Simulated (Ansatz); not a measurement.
WS2

```
CELL_PARAMETERS angstrom
5.87589 0.00000 0.00000
0.00000 5.87589 0.00000
0.00000 0.00000 3.22932
ATOMIC_POSITIONS crystal
W 0.00000 0.00000 0.00000
W 0.50000 0.50000 0.50000
S 0.28622 0.28622 0.00000
S 0.21378 0.78622 0.50000
S 0.78622 0.21378 0.50000
S 0.71378 0.71378 0.00000
```

Space group P4₂/mnm; started from the rutile prototype, which need not be the ambient phase.

Method: DFT, PBE, plane waves, PAW in Ansatz 0.2.0.

In a PAW calculation such maps are meaningful between the atoms, not at the nuclei.

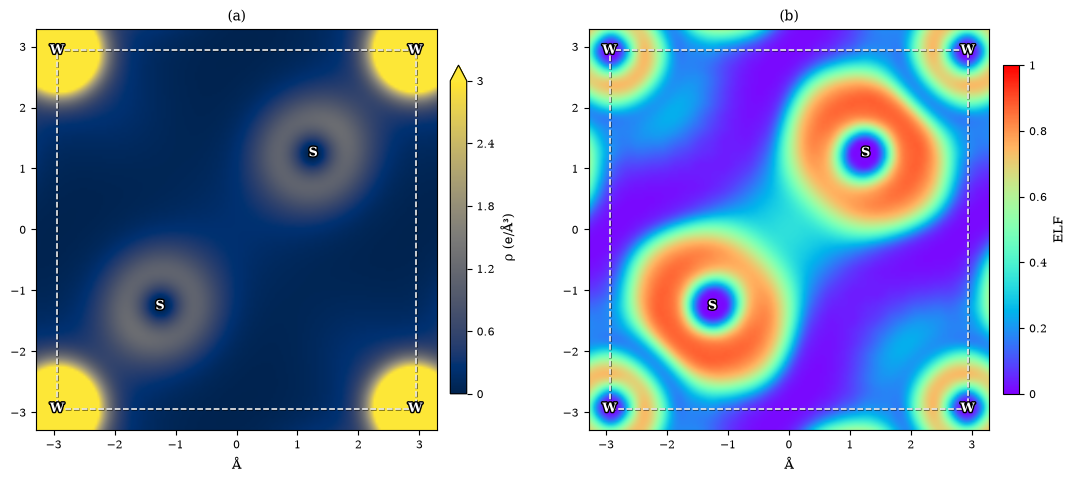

Figure 1. (a) valence electron density; (b) ELF on the (001) plane of the conventional cell.

Q: Interpret the plot.

A:
- Atoms in the plane: W and S.
- W–S (2.38 Å): ρ at the midpoint is about 0.6 e/Å³; the ELF peaks at about 0.85 in the valence shell of S, 0.8 Å from its nucleus, and is about 0.40 at the midpoint.
- Between the atoms the lowest density in this plane is 0.02 e/Å³.
- The features right at W lie inside the PAW spheres, where the map follows smoothed inner orbitals and isn't to be read closely.

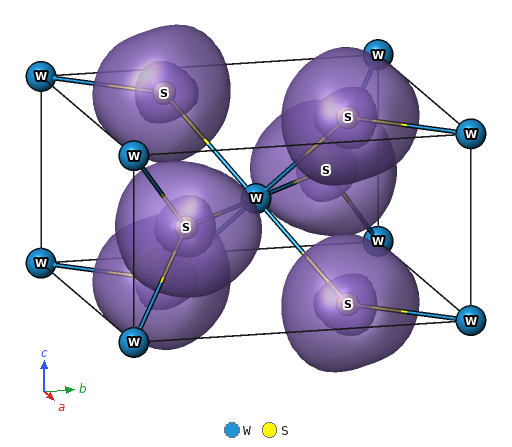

Figure 2. Isosurface of the electron localisation function at 0.65 (purple), seen slightly off an axis. Core shells and regions of very low density are left out. Sticks mark near contacts.

Q: Describe the localisation domains.

A: The surface consists of four regions wrapped around S (the valence shell of each), counted in one cell of 6 atoms. Any copies at cell faces, edges or corners count once.
